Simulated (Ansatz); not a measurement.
## Run report: AlGa₃As₄, geometry relaxation (part 2 of 2)

AlGa₃As₄ (8 atoms in the cell); DFT, r2SCAN, plane waves, PAW, no spin polarisation (Ansatz 0.2.0); cutoff 500 eV, 6×4×4 k-mesh, Fermi–Dirac smearing of 0.02 eV. The structure was built on a prototype by a generator; it need not be a known phase. The geometry comes from this level: PBE.

Geometry of the input (Å; fractional positions):
```
4.0635  0.0000  0.0000
0.0000  8.1217  0.0000
0.0000  0.0000  5.7329
Al 0.0000  0.0000  0.0007
As 0.5000  0.0000  0.2485
Ga 0.5000  0.2500  0.5001
As 0.0000  0.2493  0.7507
Ga 0.0000  0.5000  -0.0005
As 0.5000  0.5000  0.2498
Ga 0.5000  0.7500  0.5001
As 0.0000  0.7507  0.7507
```

Output, continued:
```
  k-point 0: bands = ["-28.2677", "-28.2669", "-28.2662", "-28.2559", "-28.2545", "-28.1909", "-28.1904", "-28.1899", "-28.1899", "-28.1687", "-28.1681", "-28.1659", "-28.1649", "-28.1645", "-28.1642", "-28.1097", "-28.1070", "-28.0835", "-28.0835", "-28.0748", "-7.8211", "-7.7748", "-7.7691", "-7.7123", "-7.7099", "-7.7039", "-7.6983", "-7.6809", "-7.6733", "-7.6564", "-7.6401", "-7.6401", "-7.6334", "-7.6292", "-7.6209", "-5.5490", "-3.9705", "-3.8604", "-3.0832", "0.7460", "1.7412", "2.2096", "4.0996", "4.1100", "4.7617", "4.7711", "6.1890", "6.2301", "7.3797", "7.3872", "7.3882", "8.6977", "9.1794", "9.5328", "10.5739", "10.8211", "11.5939", "11.5970", "11.6011", "13.4867", "13.5200", "13.5237"]
  k-point 1: bands = ["-28.2677", "-28.2669", "-28.2662", "-28.2559", "-28.2545", "-28.1909", "-28.1904", "-28.1899", "-28.1899", "-28.1687", "-28.1681", "-28.1659", "-28.1649", "-28.1645", "-28.1642", "-28.1097", "-28.1070", "-28.0835", "-28.0835", "-28.0747", "-7.8140", "-7.7800", "-7.7686", "-7.7145", "-7.7080", "-7.7073", "-7.6995", "-7.6867", "-7.6799", "-7.6541", "-7.6385", "-7.6382", "-7.6324", "-7.6299", "-7.6207", "-5.3068", "-3.9155", "-3.8294", "-3.6369", "1.1571", "1.3079", "1.8597", "5.0162", "5.0212", "5.1455", "5.1522", "5.6998", "6.2170", "6.2740", "6.7675", "6.7716", "9.2173", "9.9046", "9.9291", "10.1217", "10.7358", "10.9981", "12.3317", "12.3768", "12.5182", "12.5753", "12.7784"]
  k-point 2: bands = ["-28.2677", "-28.2669", "-28.2662", "-28.2559", "-28.2545", "-28.1909", "-28.1904", "-28.1899", "-28.1899", "-28.1688", "-28.1681", "-28.1659", "-28.1649", "-28.1645", "-28.1642", "-28.1097", "-28.1070", "-28.0835", "-28.0835", "-28.0747", "-7.8013", "-7.7906", "-7.7681", "-7.7250", "-7.7010", "-7.7008", "-7.7003", "-7.6961", "-7.6896", "-7.6516", "-7.6372", "-7.6366", "-7.6315", "-7.6311", "-7.6205", "-4.6917", "-4.5538", "-3.8572", "-3.7298", "0.7470", "1.0230", "3.3066", "3.7683", "5.6761", "5.6928", "5.8014", "5.8083", "6.2754", "6.2839", "6.3197", "6.3314", "8.7961", "9.1609", "9.7223", "10.0596", "11.1761", "11.2475", "12.3036", "12.3492", "12.4724", "12.4973", "14.3586"]
  k-point 35: bands = ["-28.2677", "-28.2667", "-28.2658", "-28.2554", "-28.2548", "-28.1904", "-28.1903", "-28.1896", "-28.1894", "-28.1680", "-28.1679", "-28.1653", "-28.1653", "-28.1647", "-28.1647", "-28.1097", "-28.1066", "-28.0840", "-28.0838", "-28.0734", "-7.8131", "-7.7988", "-7.7821", "-7.7478", "-7.6916", "-7.6911", "-7.6882", "-7.6877", "-7.6805", "-7.6460", "-7.6437", "-7.6384", "-7.6359", "-7.6305", "-7.6220", "-3.5539", "-3.4963", "-3.4603", "-3.3741", "0.8995", "0.9048", "0.9085", "1.6877", "4.2013", "4.2024", "4.2336", "4.4087", "5.4768", "5.4924", "5.5471", "5.5623", "10.7087", "10.8626", "10.8884", "11.4548", "11.8297", "11.9130", "12.0031", "12.0611", "14.2159", "14.2563", "14.2634"]
--- Relaxed structure (3 steps of the walk, 3 accepted, 1 SCFs on fresh bases) ---
  F+E_penalty+E_count = -31373.48225973 eV   max|allowed force component| = 2.932e-3 eV/Å   (the final SCF, on the basis selected at the relaxed cell)
  cell:  # Å, volume = 182.3000 Å³
    - [4.012582366525488, 0.0, 0.0]
    - [0.0, 8.020749912845442, 0.0]
    - [0.0, 0.0, 5.664320478525927]
  atoms:
    - { symbol: Al, position: [0.0, 0.0, 0.0009493479691924699] }
    - { symbol: As, position: [0.5, 0.0, 0.24994436534009878] }
    - { symbol: Ga, position: [0.5, 0.25054251616174034, 0.5000422019953847] }
    - { symbol: As, position: [0.0, 0.2498761076631393, 0.7502315702302444] }
    - { symbol: Ga, position: [0.0, 0.5, -0.0006974921874437195] }
    - { symbol: As, position: [0.5, 0.5, 0.2492562344268946] }
    - { symbol: Ga, position: [0.5, 0.7494574838382596, 0.5000422019953847] }
    - { symbol: As, position: [0.0, 0.7501238923368608, 0.7502315702302444] }
```

File rho_z.tsv:
```
# z_ang	rho[e/angstrom^3]
# format = ansatz-planar-average/11
# lattice	4.012582367	0.000000000	0.000000000
# lattice	0.000000000	8.020749913	0.000000000
# lattice	0.000000000	0.000000000	5.664320479
# sites	8
# site	13	0.000000000	0.000000000	0.005377411
# site	33	2.006291183	0.000000000	1.415764987
# site	31	2.006291183	2.009538865	2.832399285
# site	33	0.000000000	2.004193769	4.249552047
# site	31	0.000000000	4.010374956	-0.003950819
# site	33	2.006291183	4.010374956	1.411867193
# site	31	2.006291183	6.011211048	2.832399285
# site	33	0.000000000	6.016556144	4.249552047
0.000000	6.302251e-1
0.125874	5.546240e-1
0.251748	4.050105e-1
0.377621	2.865114e-1
0.503495	2.335715e-1
0.629369	2.287249e-1
0.755243	2.599606e-1
0.881117	3.411973e-1
1.006990	4.991505e-1
1.132864	7.346436e-1
1.258738	9.811110e-1
1.384612	1.118961e0
1.510485	1.065953e0
1.636359	8.551833e-1
1.762233	6.029904e-1
1.888107	4.086502e-1
2.013981	3.007814e-1
2.139854	2.610940e-1
2.265728	2.726148e-1
2.391602	3.519845e-1
2.517476	5.447455e-1
2.643350	8.466171e-1
2.769223	1.102479e0
2.895097	1.103095e0
3.020971	8.479301e-1
3.146845	5.458977e-1
3.272718	3.527007e-1
3.398592	2.730744e-1
3.524466	2.615548e-1
3.650340	3.015011e-1
3.776214	4.098914e-1
3.902087	6.048105e-1
4.027961	8.571114e-1
4.153835	1.067063e0
4.279709	1.118571e0
4.405583	9.794543e-1
4.531456	7.326577e-1
4.657330	4.976910e-1
4.783204	3.405824e-1
4.909078	2.601696e-1
5.034952	2.299005e-1
5.160825	2.366100e-1
5.286699	2.930366e-1
5.412573	4.150411e-1
5.538447	5.631432e-1
```

File v_z.tsv:
```
# z_ang	v_es[eV]	v_tot[eV]
# format = ansatz-planar-average/11
# xc	r2scan
# density_cutoff_ev	2000
# datasets	Al=:simpson_from_first_knot:soft:shift=0	As=:simpson_from_first_knot:soft:shift=0	Ga=:simpson_from_first_knot:soft:shift=0
# lattice	4.012582367	0.000000000	0.000000000
# lattice	0.000000000	8.020749913	0.000000000
# lattice	0.000000000	0.000000000	5.664320479
# sites	8
# site	13	0.000000000	0.000000000	0.005377411
# site	33	2.006291183	0.000000000	1.415764987
# site	31	2.006291183	2.009538865	2.832399285
# site	33	0.000000000	2.004193769	4.249552047
# site	31	0.000000000	4.010374956	-0.003950819
# site	33	2.006291183	4.010374956	1.411867193
# site	31	2.006291183	6.011211048	2.832399285
# site	33	0.000000000	6.016556144	4.249552047
0.000000	5.684280e0	-3.485187e0
0.125874	5.673762e0	-3.491623e0
0.251748	5.642251e0	-3.525569e0
0.377621	5.557870e0	-3.608562e0
0.503495	5.364123e0	-3.854223e0
0.629369	5.180117e0	-4.195844e0
0.755243	5.239467e0	-4.314142e0
0.881117	5.616037e0	-4.082410e0
1.006990	6.171693e0	-3.657714e0
1.132864	6.741535e0	-3.178195e0
1.258738	7.204056e0	-2.757685e0
1.384612	7.437109e0	-2.558215e0
1.510485	7.374933e0	-2.610722e0
1.636359	7.040945e0	-2.911204e0
1.762233	6.540799e0	-3.371263e0
1.888107	5.989023e0	-3.834770e0
2.013981	5.502192e0	-4.243189e0
2.139854	5.256309e0	-4.412068e0
2.265728	5.286908e0	-4.268683e0
2.391602	5.403425e0	-4.091060e0
2.517476	5.419814e0	-4.063889e0
2.643350	5.369526e0	-4.100616e0
2.769223	5.337443e0	-4.147530e0
2.895097	5.336658e0	-4.149147e0
3.020971	5.367142e0	-4.104853e0
3.146845	5.415438e0	-4.071515e0
3.272718	5.396246e0	-4.102115e0
3.398592	5.277596e0	-4.282303e0
3.524466	5.247371e0	-4.425126e0
3.650340	5.496081e0	-4.252626e0
3.776214	5.986883e0	-3.839631e0
3.902087	6.541973e0	-3.371580e0
4.027961	7.043953e0	-2.909148e0
4.153835	7.378649e0	-2.606962e0
4.279709	7.441096e0	-2.553426e0
4.405583	7.208544e0	-2.751144e0
4.531456	6.747658e0	-3.170849e0
4.657330	6.180687e0	-3.647628e0
4.783204	5.627971e0	-4.070304e0
4.909078	5.253903e0	-4.301916e0
5.034952	5.193599e0	-4.181514e0
5.160825	5.372201e0	-3.845723e0
5.286699	5.559741e0	-3.606537e0
5.412573	5.641258e0	-3.523913e0
5.538447	5.672901e0	-3.492247e0
```

Trajectory as extended XYZ (Å, eV, eV/Å), 4 frames, from step=1 to step=4:
```
8
Lattice="4.0635 0.0000 0.0000 0.0000 8.1217 0.0000 0.0000 0.0000 5.7329" Properties=species:S:1:pos:R:3:forces:R:3 step=1 energy=-31373.42570 pressure_GPa=-2.51
Al    0.0000    0.0000    0.0043    0.0000   0.0000   0.0081
As    2.0317    0.0000    1.4245    0.0000   0.0000   0.0580
Ga    2.0317    2.0307    2.8668    0.0000   0.0060   0.0000
As    0.0000    2.0245    4.3036    0.0000   0.0447  -0.0302
Ga    0.0000    4.0608   -0.0028    0.0000   0.0000  -0.0048
As    2.0317    4.0608    1.4320    0.0000   0.0000  -0.0010
Ga    2.0317    6.0910    2.8668    0.0000  -0.0060   0.0000
As    0.0000    6.0972    4.3036    0.0000  -0.0447  -0.0302
8
Lattice="4.0132 0.0000 0.0000 0.0000 8.0196 0.0000 0.0000 0.0000 5.6639" Properties=species:S:1:pos:R:3:forces:R:3 step=2 energy=-31373.48349 pressure_GPa=0.00
Al    0.0000    0.0000    0.0060    0.0000   0.0000   0.0015
As    2.0066    0.0000    1.4168    0.0000   0.0000  -0.0096
Ga    2.0066    2.0094    2.8324    0.0000   0.0013  -0.0011
As    0.0000    2.0032    4.2484    0.0000   0.0049   0.0076
Ga    0.0000    4.0098   -0.0042    0.0000   0.0000  -0.0044
As    2.0066    4.0098    1.4114    0.0000   0.0000  -0.0006
Ga    2.0066    6.0102    2.8324    0.0000  -0.0013  -0.0011
As    0.0000    6.0164    4.2484    0.0000  -0.0049   0.0076
8
Lattice="4.0126 0.0000 0.0000 0.0000 8.0207 0.0000 0.0000 0.0000 5.6643" Properties=species:S:1:pos:R:3:forces:R:3 step=3 energy=-31373.48350 pressure_GPa=0.00
Al    0.0000    0.0000    0.0054    0.0000   0.0000   0.0006
As    2.0063    0.0000    1.4158    0.0000   0.0000   0.0029
Ga    2.0063    2.0095    2.8324    0.0000   0.0002   0.0006
As    0.0000    2.0042    4.2496    0.0000  -0.0020  -0.0024
Ga    0.0000    4.0104   -0.0040    0.0000   0.0000   0.0008
As    2.0063    4.0104    1.4119    0.0000   0.0000  -0.0007
Ga    2.0063    6.0112    2.8324    0.0000  -0.0002   0.0006
As    0.0000    6.0166    4.2496    0.0000   0.0020  -0.0024
8
Lattice="4.0126 0.0000 0.0000 0.0000 8.0207 0.0000 0.0000 0.0000 5.6643" Properties=species:S:1:pos:R:3:forces:R:3 step=4 energy=-31373.48226 pressure_GPa=-0.00
Al    0.0000    0.0000    0.0054    0.0000   0.0000   0.0006
As    2.0063    0.0000    1.4158    0.0000   0.0000   0.0029
Ga    2.0063    2.0095    2.8324    0.0000   0.0002   0.0006
As    0.0000    2.0042    4.2496    0.0000  -0.0020  -0.0024
Ga    0.0000    4.0104   -0.0040    0.0000   0.0000   0.0008
As    2.0063    4.0104    1.4119    0.0000   0.0000  -0.0007
Ga    2.0063    6.0112    2.8324    0.0000  -0.0002   0.0006
As    0.0000    6.0166    4.2496    0.0000   0.0020  -0.0024
```

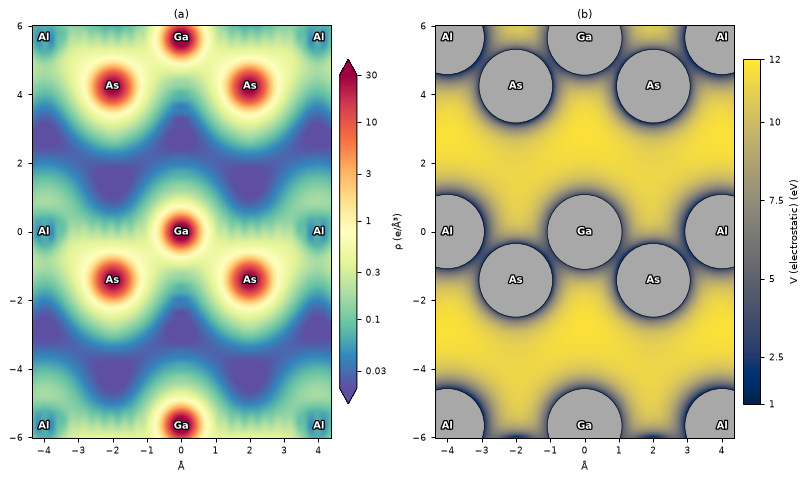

Figure 1. (a) valence pseudo-density; (b) electrostatic potential (local pseudopotential plus Hartree) felt by an electron on the (100) plane of the conventional cell. Grey discs, where drawn, cover atomic cores. Al–As (2.46 Å): ρ is about 0.49 e/Å³ halfway. Ga–As (2.45 Å): ρ at the midpoint is about 0.5 e/Å³. Away from the nuclei the density in this plane falls to 0.01 e/Å³ at its lowest. Outside the cores the potential energy rises away from the atoms and is highest about 2.4 Å from the nearest atoms; outside the discs it spans about 10 eV, and its zero is arbitrary. Core electrons are frozen (PAW), so the fields are smoothed inside the atomic spheres.

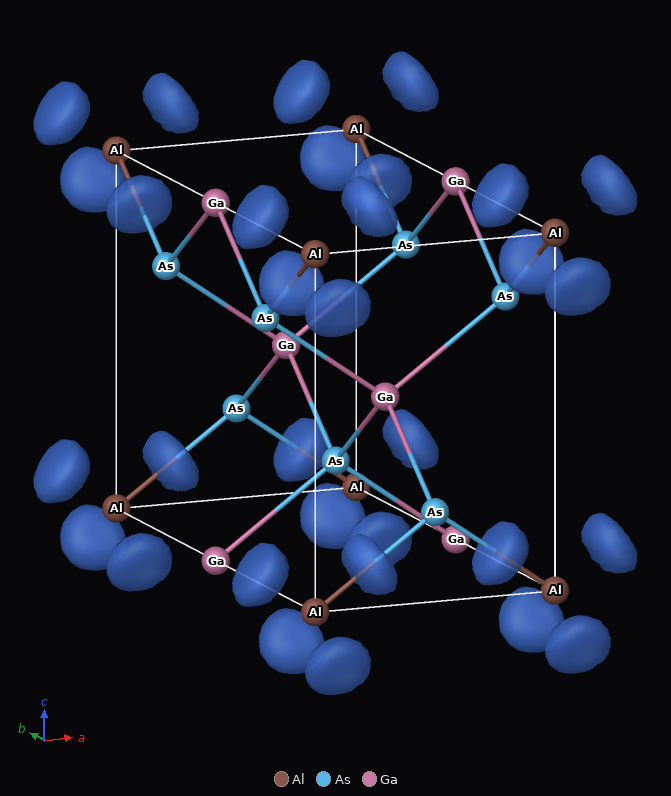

Figure 2. Isosurface of the ELF at 0.85 (blue), seen slightly off an axis. Core shells and regions of very low density are left out. Sticks mark near contacts. The outline is the cell set on symmetry axes. Values along the shortest contacts: Al–As (2.45 Å): the ELF peaks at about 0.95 between the atoms, which marks a covalent bond.

Key numbers:

```tsv
quantity	value
outcome	converged
space group (tolerance 0.01 Å)	Pmm2 (25)
electrons treated	102
free energy	−31373.4823 eV
Fermi energy	8.053 eV
gap on the k-point mesh	1.31 eV
pressure	0.00 GPa
final volume	182.30 Å³
largest force (length of the vector) at the end	0.003 eV/Å
final cell	a = 4.013 Å, b = 8.021 Å, c = 5.664 Å, α = 90.00°, β = 90.00°, γ = 90.00°
wall time	2.1 min (CPU time 7.7 min)
peak memory	1.1 GiB
```
